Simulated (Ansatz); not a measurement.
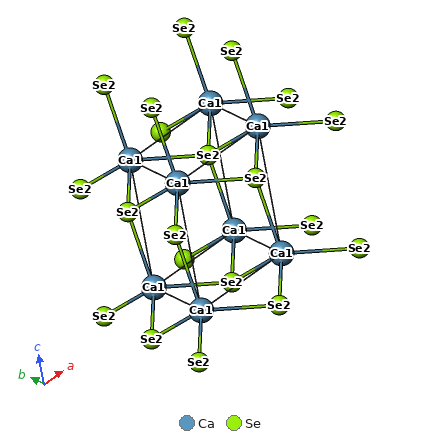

The system is CaSe (F-43m, No. 216; 2 atoms in the cell); the picture shows the reference structure. 
- The cell is strained homogeneously, by one strain along x and y and another along z, with fractional coordinates fixed (x, y and z along the cube axes).
- The first coordinate is: strain along x and y; the second: strain along z.
- Grid: 5 × 5 points. At 2 points there is no value.
- Energies: meV/atom, counted from the lowest grid point.
- The reference cell is the one listed in the database, not relaxed at this level.
- The calculation used DFT LDA, scalar-relativistic, plane waves, PAW in Ansatz. Settings: cutoff 420 eV, k-mesh 6×6×6, gaussian smearing 0.05 eV, no spin polarisation.

Its coordinates:

```
CELL_PARAMETERS angstrom
0.00000 3.30000 3.30000
3.30000 0.00000 3.30000
3.30000 3.30000 0.00000
ATOMIC_POSITIONS crystal
Ca 0.00000 0.00000 0.00000
Se 0.75000 0.75000 0.75000
```

Range: strain along x and y from −3.0 to 3.0 %; strain along z from −3.0 to 3.0 %.

### What landscape does the calculation give?

The lowest grid point is at strain along x and y = −3.0 %, strain along z = −3.0 %. It lies on the edge of the grid, but the force there points inwards, so the minimum lies inside the range. The highest grid point, strain along x and y = 3.0 %, strain along z = 3.0 %, lies 104 meV/atom above the lowest. The gap on the k-mesh is 3.2 eV at the lowest point and runs from 2.6 to 3.2 eV over the map.

```tsv
strain along z ↓, strain along x and y →	−3.0	−1.5	0.0	1.5	3.0
3.0	12	27	47	73	104
1.5	6	18	36	–	88
0.0	2	11	26	47	73
−1.5	0	5	18	–	60
−3.0	0	2	11	27	48
```

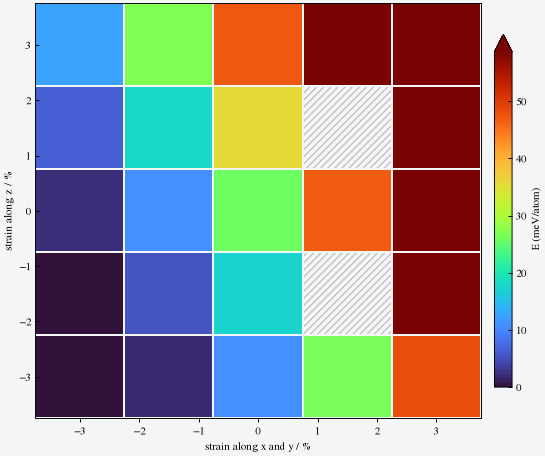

The picture shows one coloured cell a grid point, one colour for all values above the top of the scale, hatched blanks where no value was computed.
